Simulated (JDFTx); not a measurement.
# C: 7 runs along one coordinate

System: C (P6₃/mmc, 4 atoms in the cell).
Method: Kohn-Sham DFT of a periodic cell, PBEsol, PseudoDojo-SR-PBEsol-0.4.1-standard, no spin polarisation (JDFTx 1.7.0 (patched build)).

The 7 runs differ only in the geometry, by an even scaling of the cell at fixed fractional positions. The structure derives from an entry of the Crystallography Open Database.

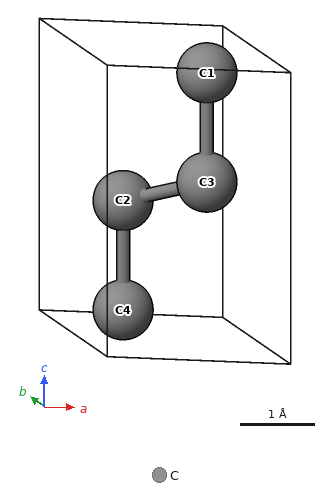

Figure 1. The structure of run 4 (ball-and-stick view of the cell of the calculation, seen slightly off an axis; atoms are numbered from 1 in the order of the input). An atom can appear more than once, as a periodic image.

### Input of run 4
```
lattice \
    4.7660782589    -2.3830391295     0.0000000000 \
    0.0000000000     4.1275448487     0.0000000000 \
    0.0000000000     0.0000000000     7.7830260169
coords-type Lattice
ion C      0.6666666667     0.3333333333     0.9375000000 1
ion C      0.3333333333     0.6666666667     0.4375000000 1
ion C      0.6666666667     0.3333333333     0.5625000000 1
ion C      0.3333333333     0.6666666667     0.0625000000 1

ion-species pseudo/C.upf
elec-cutoff 41 328
elec-ex-corr gga-PBEsol
kpoint-folding 12 12 7
elec-smearing Fermi 0.0018374661
elec-n-bands 14
electronic-SCF nIterations 100 energyDiffThreshold 1e-09
electronic-minimize nIterations 30 energyDiffThreshold 1e-7
forces-output-coords Cartesian

dump-name run.$VAR
dump End Ecomponents EigStats BandEigs Kpoints Forces Stress
```

Command:
```bash
jdftx -c 1 -i C.in -o C.out
```

Run 3 differs from it as follows:
```diff
-    4.7660782589    -2.3830391295     0.0000000000 \
-    0.0000000000     4.1275448487     0.0000000000 \
-    0.0000000000     0.0000000000     7.7830260169
+    4.7340901926    -2.3670450964     0.0000000000 \
+    0.0000000000     4.0998423708     0.0000000000 \
+    0.0000000000     0.0000000000     7.7307893691
```

### Results, with one run withheld

```tsv
run	volume per atom (Å³)	free energy per atom, from the lowest run given (meV)	pressure (GPa)	gap on the mesh (eV)
1	5.332	27.72	28.95	2.97
2	5.445	11.12	17.71	3.05
3	5.559	?	?	?
4	5.672	0.00	−1.81	3.18
5	5.786	4.19	−10.28	3.24
6	5.899	14.09	−17.99	3.30
7	6.012	29.22	−25.01	3.36
```

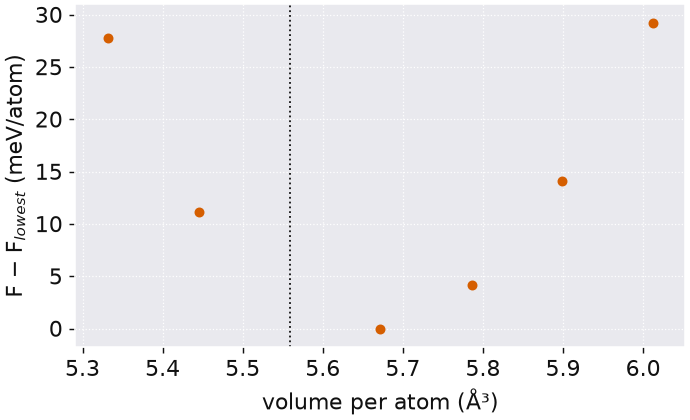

Figure 2. Free energy per atom of the runs given; the dotted line marks run 3.

Estimate the energy of run 3 from the others.

A cubic polynomial in V^(−2/3) (the Birch–Murnaghan form), fitted to the 6 runs given, misses them by at most 0.03 meV per atom. With x = V^(−2/3) − 0.31403 Å⁻², it reads F = 0.10557 − 411.18 x + 1.8041e+05 x² − 98274 x³ (meV per atom). At run 3 it gives 2.07 meV per atom, and the run itself gives 2.10. The slope of the fit gives a pressure −dF/dV of 7.69 GPa there, and the run prints 7.49 GPa. The two needn't agree exactly: the fit is approximate, and the printed stress is taken on a finite basis. The fit has its minimum at 5.652 Å³ per atom, where V d²F/dV² gives 451 GPa. Cell shape and fractional positions are held, so this is the stiffness under even scaling; the relaxed bulk modulus wasn't computed. The gap on the mesh goes, without turning, from 2.97 eV in run 1 to 3.36 eV in run 7; run 3 has 3.12 eV. These are gaps of this functional on this mesh, which can miss the band edges; they aren't the measured gap.

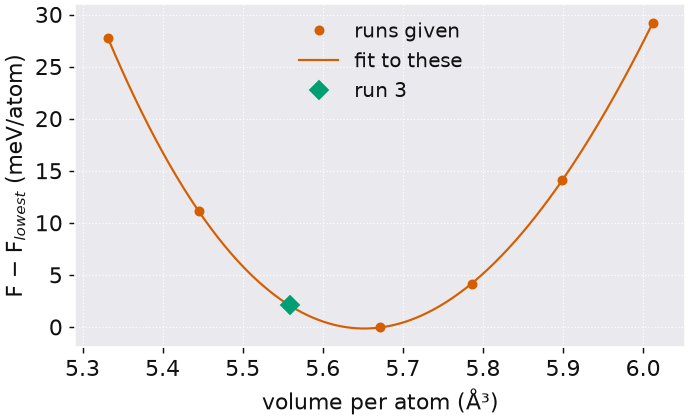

Figure 3. The fit and the withheld run.

### Some lines of the output (run 3)
```
[...]
unit cell volume = 150.047
     Etot =      -22.8634620133229589
        F =      -22.8634620133229589
	HOMO-LUMO gap: +0.114483
	Optical gap  : +0.174502 at state 0 ( [ +0.000000 +0.000000 +0.000000 ] spin 0 )
```
